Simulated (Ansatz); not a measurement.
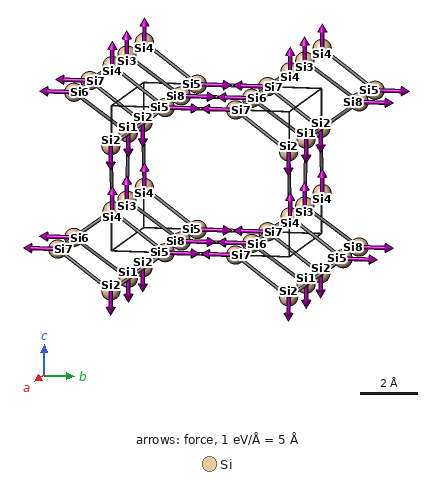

Starting geometry of crystalline Si (a generated structure, set up in Pmma) with the computed forces as purple arrows. The picture is a ball-and-stick view of the cell of the calculation, seen slightly off an axis.

Computed with DFT PBE, scalar-relativistic, plane waves, PAW (Ansatz 0.2.0).

Input
```yaml
crystal:
  lattice:
    - [5.3390263645, 0.0, 0.0]
    - [0.0, 6.3843589594, 0.0]
    - [0.0, 0.0, 5.1576403523]
  atoms:
    - { symbol: Si, position: [0.4785221842, 0.0, 0.7276399507] }
    - { symbol: Si, position: [0.0214778158, 0.0, 0.7276399507] }
    - { symbol: Si, position: [0.5214778158, 0.0, 0.2723600493] }
    - { symbol: Si, position: [0.9785221842, 0.0, 0.2723600493] }
    - { symbol: Si, position: [0.0, 0.3022142553, 0.0] }
    - { symbol: Si, position: [0.5, 0.6977857447, 0.0] }
    - { symbol: Si, position: [0.0, 0.6977857447, 0.0] }
    - { symbol: Si, position: [0.5, 0.3022142553, 0.0] }
basis:
  ecutwfc: 420
kpoints:
  mp_grid: { grid: [8, 6, 8] }
hamiltonian:
  xc: pbe
scf:
  occupations: { method: gaussian, width: 0.1 }
output:
  forces: true
  stress: true
  eigenvalues: true
  write_density: true
  write_potential: true
  elf: true
  volumetric_format: npy
relax:
  adjacent_minimum: "off"
  f_tol: 0.01
  max_steps: 80
  cell: { stress_tol: 0.05 }
```

Command:
```bash
ansatz run input.yaml --threads 1 --pin off --max-ram 2560MiB --backend cpu --events-out ev --progress --plain --runs-dir out
```

Is this structure relaxed? If not, where do the atoms go?

It isn't relaxed: the largest force vector, on Si atoms, is 0.25 eV/Å. The final displacements have little in common with the starting forces (cosine between the two patterns 0.16). Over 12 accepted moves (15 points after the start) the energy falls by 0.355 eV per cell of the calculation. The largest force component goes from 0.25 to 0.00067 eV/Å. Pressure: 0.15 GPa at the start and 0.01 GPa at the end. The line search rejected the trial step at point 8 of the run. The SCF was repeated twice at an unchanged geometry on a basis and grid sized afresh for the cell, which shifted the energy by 6.6 meV per cell of the calculation at most. The largest moves relative to the cell, 0.18 Å, are those of Si1, Si2, Si3 and Si4. Si1 goes along [−1 0 −1]. The volume changes by +4.9 %, with a 5.339 → 5.689 Å (+6.5 %), b 6.384 → 5.792 Å (−9.3 %), c 5.158 → 5.598 Å (+8.5 %). Some distances before and after: Si1–Si3 2.819 → 3.342 Å, Si1–Si2 2.899 → 3.343 Å, Si5–Si7 2.525 → 2.404 Å, Si1–Si2 (another image) 2.440 → 2.346 Å. Bond angles that change, for instance: Si6–Si1–Si8 107.7° → 90.8°, Si2–Si5–Si4 72.3° → 89.2°, Si2–Si5–Si7 143.9° → 135.4°. The space group stays Pmma (No. 51). Cost: 8.7 min on 1 thread of Arm Neoverse V1, on a shared host, peak memory 0.62 GiB.
